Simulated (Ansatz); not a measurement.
## Electronic structure of AlGa$_{3}$N$_{4}$ in real space

```cif
data_structure
_symmetry_space_group_name_H-M 'P 1'
_symmetry_Int_Tables_number 1
_cell_length_a 6.3289
_cell_length_b 10.9579
_cell_length_c 5.1415
_cell_angle_alpha 90.000
_cell_angle_beta 90.000
_cell_angle_gamma 90.000
_cell_volume 356.57
loop_
_atom_site_label
_atom_site_type_symbol
_atom_site_fract_x
_atom_site_fract_y
_atom_site_fract_z
_atom_site_occupancy
Al1 Al 0.50000 0.58258 0.99837 1
Al2 Al 0.00000 0.08258 0.99837 1
Ga1 Ga 0.75165 0.83366 0.99898 1
Ga2 Ga 0.25165 0.33366 0.99898 1
Ga3 Ga 0.00000 0.58371 0.99873 1
Ga4 Ga 0.50000 0.08371 0.99873 1
Ga5 Ga 0.24835 0.83366 0.99898 1
Ga6 Ga 0.74835 0.33366 0.99898 1
Al3 Al 0.00000 0.91742 0.49837 1
Al4 Al 0.50000 0.41742 0.49837 1
Ga7 Ga 0.74835 0.66634 0.49898 1
Ga8 Ga 0.24835 0.16634 0.49898 1
Ga9 Ga 0.50000 0.91629 0.49873 1
Ga10 Ga 0.00000 0.41629 0.49873 1
Ga11 Ga 0.25165 0.66634 0.49898 1
Ga12 Ga 0.75165 0.16634 0.49898 1
N1 N 0.50000 0.57976 0.36874 1
N2 N 0.00000 0.07976 0.36874 1
N3 N 0.75543 0.83483 0.37942 1
N4 N 0.25543 0.33483 0.37942 1
N5 N 0.00000 0.58356 0.37736 1
N6 N 0.50000 0.08356 0.37736 1
N7 N 0.24457 0.83483 0.37942 1
N8 N 0.74457 0.33483 0.37942 1
N9 N 0.00000 0.92024 0.86874 1
N10 N 0.50000 0.42024 0.86874 1
N11 N 0.74457 0.66517 0.87942 1
N12 N 0.24457 0.16517 0.87942 1
N13 N 0.50000 0.91644 0.87736 1
N14 N 0.00000 0.41644 0.87736 1
N15 N 0.25543 0.66517 0.87942 1
N16 N 0.75543 0.16517 0.87942 1
```

Space group Cmc2₁; a generated structure, not necessarily the stable one.

These are results of DFT HSE06, scalar-relativistic, plane waves, PAW (Ansatz 0.2.0), not measurements.

The density is the valence pseudo-density of a PAW calculation; it isn't the true density close to the nuclei.

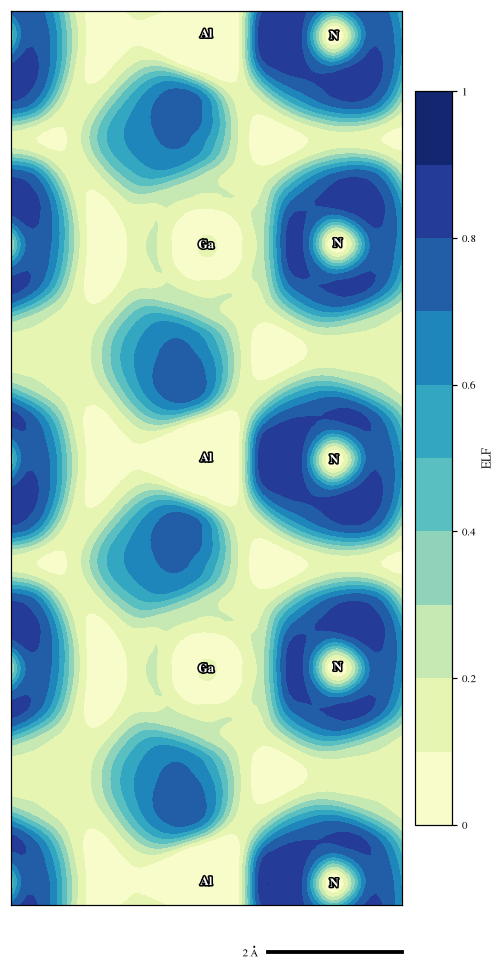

Figure 1. ELF on the (11̄0) plane of the conventional cell.

### What do the fields say about this system?

- The section cuts through Al, Ga and N sites.
- Atoms just off the plane (Al, 0.9 Å away, Ga, 0.9 Å away and N, 0.9 Å away) can leave unmarked features too.
- Al–N (1.90 Å): the ELF peaks at about 0.90 between the atoms; a polar covalent bond.
- Ga–N (1.96 Å): the ELF peaks at about 0.85 in the valence shell of N, 0.7 Å from its nucleus, and is about 0.50 at the midpoint.

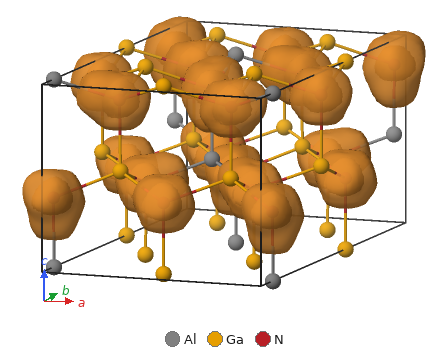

Figure 2. Isosurface of the electron localisation function at 0.75 (orange), seen slightly off an axis. Only the valence region is drawn (cores and ρ < 0.01 e/Å³ removed). Sticks mark near contacts.

### Describe the localisation domains.

At this value the surface marks out twelve regions on N in which the atom's valence shell and bonds are merged and four regions wrapped around N (the valence shell of each), counted in one cell of 32 atoms. Regions shared between cells count once. Along the contacts the grid gives the following. Al–N (1.89 Å): the ELF peaks at about 0.90 between the atoms (a polar covalent bond). Ga–N (1.94 Å): the ELF peaks at about 0.85 in the valence shell of N, 0.7 Å from its nucleus, and is about 0.50 at the midpoint.

### Does the calculation make it a metal, or give it a gap?

It is gapped, with a Kohn–Sham gap of 3.7 eV on the k-point mesh, an upper bound to the gap of this method.
